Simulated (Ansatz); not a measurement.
Start from this file.

```yaml
crystal:
  lattice:
    - [5.15439, 0.00000, 0.00000]
    - [0.00000, 3.37576, 0.00000]
    - [0.00000, 0.00000, 5.61839]
  atoms:
    - { symbol: Si, position: [0.82126, 0.75000, 0.58411] }
    - { symbol: Si, position: [0.17874, 0.25000, 0.41589] }
    - { symbol: Si, position: [0.32126, 0.75000, 0.91589] }
    - { symbol: Si, position: [0.67874, 0.25000, 0.08411] }
    - { symbol: Ni, position: [0.50830, 0.25000, 0.68842] }
    - { symbol: Ni, position: [0.49170, 0.75000, 0.31158] }
    - { symbol: Ni, position: [0.00830, 0.25000, 0.81158] }
    - { symbol: Ni, position: [0.99170, 0.75000, 0.18842] }
```

Q: What does this file describe?

A: The formula is SiNi. The structure has Pnma (No. 62) symmetry and a primitive orthorhombic lattice. One cell contains 4 Si, 4 Ni, 8 atoms in all. The coordination shell of Si holds six Ni at 2.29 to 2.41 Å. The neighbours of Ni are six Si at 2.29 to 2.41 Å. Not all metal-metal contacts are counted. The bonds build a three-dimensional framework.

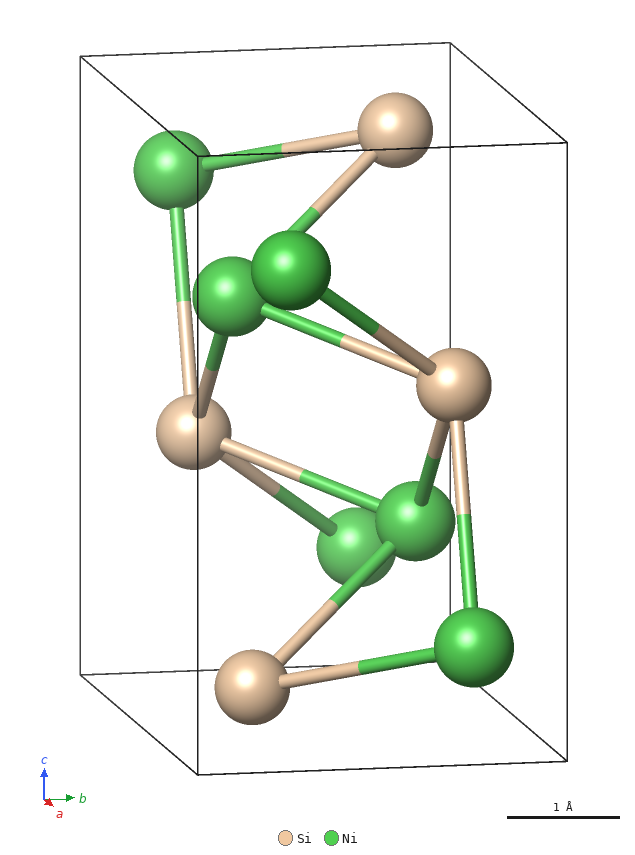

Structure drawing (ball-and-stick), viewed slightly off an axis. Thin lines show the conventional unit cell, with boundary atoms drawn in all their periodic places. Colours: silicon light orange, nickel green.

The cell started as a structure listed in the Materials Project. The geometry was optimised with DFT PBE, scalar-relativistic, plane waves, PAW in Ansatz.
